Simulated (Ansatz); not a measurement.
HfO₂ and related structures: several calculations on one system

Part 1: Relaxation

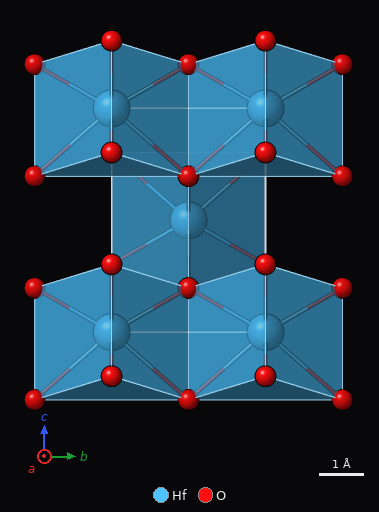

Starting structure of a crystal of HfO$_{2}$ (set up in P4_2/nmc) (coarse preliminary run). The picture is a polyhedral view of the cell of the calculation, seen along the a axis.

Method: DFT PBE, scalar-relativistic, plane waves, PAW (Ansatz).

Input file:
```yaml
crystal:
  lattice:
    - [3.55801933, 0.0, 0.0]
    - [0.0, 3.55801933, 0.0]
    - [0.0, 0.0, 5.17186121]
  atoms:
    - { symbol: Hf, position: [0.5, 0.5, 0.5] }
    - { symbol: Hf, position: [0.0, 0.0, 0.0] }
    - { symbol: O, position: [0.0, 0.5, 0.69720788] }
    - { symbol: O, position: [0.5, 0.0, 0.80279212] }
    - { symbol: O, position: [0.5, 0.0, 0.30279212] }
    - { symbol: O, position: [0.0, 0.5, 0.19720788] }
basis:
  ecutwfc: 420
kpoints:
  mp_grid: { grid: [6, 6, 4] }
hamiltonian:
  xc: pbe
scf:
  occupations: { method: gaussian, width: 0.1 }
output:
  forces: true
  stress: true
  eigenvalues: true
relax:
  adjacent_minimum: "off"
  f_tol: 0.05
  max_steps: 80
  cell: { stress_tol: 0.5 }
```

Command:
```bash
ansatz run input.yaml --threads 4 --pin off --max-ram 10240MiB --backend cpu --events-out ev --progress --plain --runs-dir out
```

Question: Predict the outcome.

Answer: The largest moves relative to the cell, 0.012 Å, are those of O3, O4, O5 and O6. O4 goes along +c. Hf stays in place. The volume changes by +4.1 %, with a = b 3.558 → 3.603 Å (+1.3 %), c 5.172 → 5.251 Å (+1.5 %). Near-neighbour distances that change, for instance: Hf1–O4 2.370 → 2.410 Å, Hf1–O3 2.051 → 2.072 Å. The space group stays P4_2/nmc (No. 137). Over 2 accepted moves (3 points after the start) the energy falls by 13.3 meV per atom. The largest force component goes from 0.14 to 0.026 eV/Å. The pressure goes from 10.01 to 0.23 GPa. At 1 point the geometry stayed and the basis and grid were re-selected for the new cell (energy shift of 2.6 meV per atom at most each time). Cost: 5.1 s on 4 threads of Oxide Virtual Turin-like Processor (Zen 5), on a shared host, peak memory 0.49 GiB.

The end point in the same view:

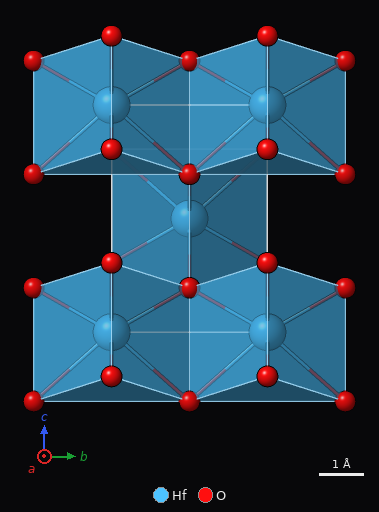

Part 2: Relaxation

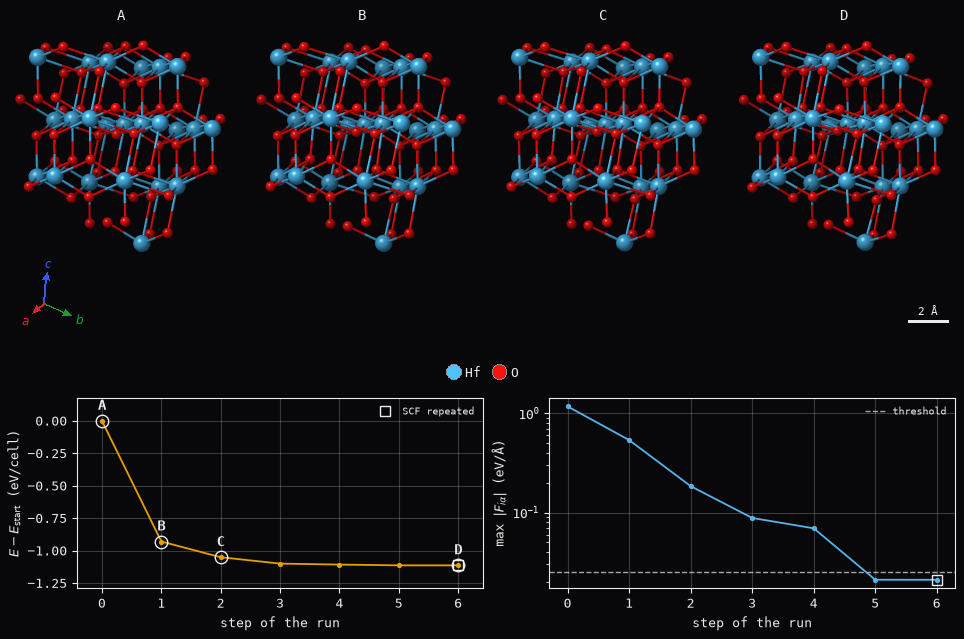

Frames of a relaxation of a defect cell of composition Hf$_{15}$O$_{32}$, marked on the history of the run. A ball-and-stick model of the atoms within 5.8 Å of the atom that moves most (axes of the cell of the calculation (origin shifted)), seen slightly off an axis.

Case: Hf vacancy (site a), charge +0, atoms relaxed at the host's cell.

Computed with DFT PBE, scalar-relativistic, plane waves, PAW (Ansatz). (plane-wave cutoff 420 eV; k-point mesh 2 × 2 × 2; occupations gaussian; smearing width 0.01 eV; mesh shifted by (0.5, 0.5, 0.5); collinear spin; atoms relaxed in a fixed cell; force threshold 0.025 eV/Å; at most 45 steps)

> Describe the path.

Over 5 accepted moves (6 points after the start) the energy falls by 1.113 eV per cell of the calculation. The largest force component goes from 1.2 to 0.021 eV/Å. 1 step only repeated the SCF at the same geometry. The largest moves, 0.21 Å, are those of O atoms. Largest moves by element: O 0.21 Å, Hf 0.06 Å. The cell doesn't change. Among the contacts that change: Hf–O 2.420 → 2.208 Å, Hf–O 2.420 → 2.346 Å, Hf–O 2.420 → 2.481 Å, Hf–O 2.420 → 2.372 Å. Among the angles between lasting bonds that change: Hf–O–Hf 109.1° → 115.3°, Hf–O–Hf 109.1° → 103.6°, Hf–O–Hf 96.3° → 101.2°. Cost: 6.2 min on 4 threads of Oxide Virtual Turin-like Processor (Zen 5) (shared host), peak memory 3.9 GiB. From step 0 to 1: O atoms move most (0.20 Å), energy −0.929 eV per cell of the calculation. From step 1 to 2: O atoms move most (0.04 Å), energy −0.121 eV per cell of the calculation. From step 2 to 6: O atoms move most (0.06 Å), energy −62.6 meV per cell of the calculation.

Part 3: Defect

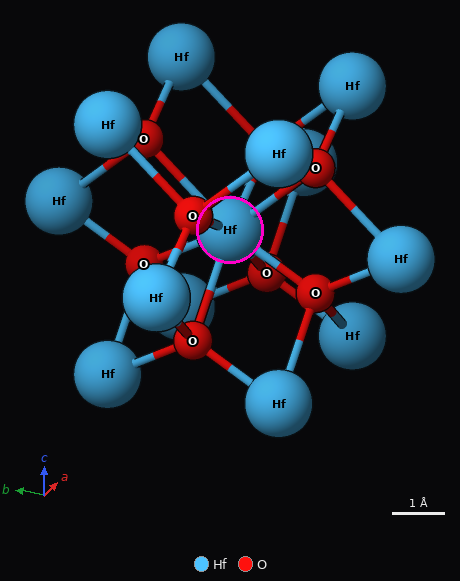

Perfect HfO$_{2}$. A ball-and-stick model of the atoms within 3.8 Å of one point, seen from a free direction.

These are results of DFT PBE, scalar-relativistic, plane waves, PAW (Ansatz), not measurements. Settings: plane-wave cutoff 420 eV; k-point mesh 2 × 2 × 2; occupations gaussian; smearing width 0.01 eV; mesh shifted by (0.5, 0.5, 0.5); collinear spin. The cell is small and the k-mesh coarse, so the numbers are rough. The axes drawn are those of the host's conventional cell.

A hafnium atom is taken out (a vacancy) at the ringed place, in charge state 0. The supercell has 48 sites, and the atoms are relaxed at the host's cell.

> Predict the relaxed surroundings of the defect.

Around the empty Hf site the host had 8 O at 2.07 to 2.42 Å; after relaxation the nearest atoms are 8 O at 2.19 to 2.59 Å. Of the host's atoms, an oxygen atom moves furthest from its site, by 0.21 Å. The cell's net moment is 4.00 μB. Relaxing the atoms from the host's sites lowers the energy by 1.11 eV. At a tolerance of 0.02 Å the relaxed supercell has space group I-42m.

The relaxed defect, seen from the same direction:

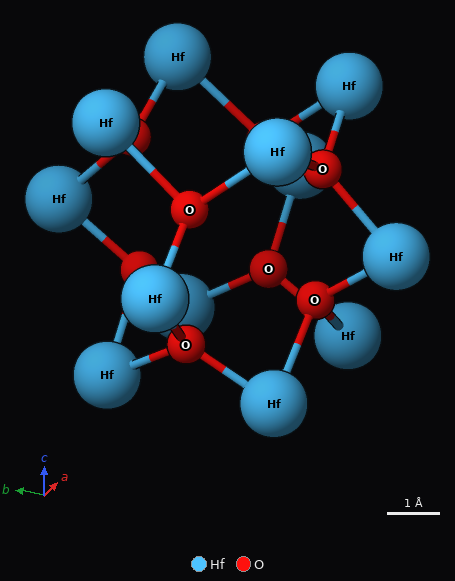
